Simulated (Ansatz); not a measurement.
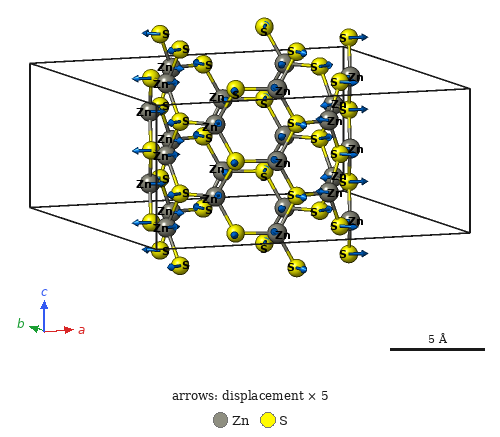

A relaxation of a wire of composition ZnS. The starting structure is drawn; blue arrows show the displacements (the part carried along by the change of the cell is left out), magnified 5 times.

A ball-and-stick model of the 2 repeat of the cell, with the vacuum cut short, seen slightly off an axis.

Case: (5,5) tube.

Level of theory: DFT PBE, scalar-relativistic, plane waves, PAW in Ansatz 0.2.0. Set-up: plane-wave cutoff 420 eV; k-point mesh 1 × 1 × 12; occupations gaussian; smearing width 0.05 eV; no spin polarisation; cell relaxed at fixed a, b, alpha, beta, gamma; force threshold 0.02 eV/Å; at most 45 steps.

**What did the optimiser do to the structure, and how much energy did it gain?**

After 4 accepted moves (5 points after the start) the energy has fallen by 1.107 eV per cell of the calculation. Largest force component: 0.52 eV/Å at the start, 0.0057 eV/Å at the end. At 1 point the geometry stayed and the basis and grid were re-selected for the new cell (energy shift of 2.4 meV per cell of the calculation at most each time). The largest moves relative to the layer's centre, 0.22 Å, are those of S atoms. Largest moves by element: S 0.22 Å, Zn 0.18 Å. Along the periodic axis the drawn cell goes c 7.772 → 7.652 Å (−1.5 %). Among the contacts that change: S–Zn 2.227 → 2.251 Å, S–Zn 2.243 → 2.262 Å. Bond angles that change, for instance: Zn–S–Zn 118.4° → 111.4°, S–Zn–S 120.1° → 115.5°, Zn–S–Zn 120.1° → 115.5°. The run took 3.7 min on 4 threads of Arm Neoverse V2, with other jobs on the host, peak memory 4.2 GiB.
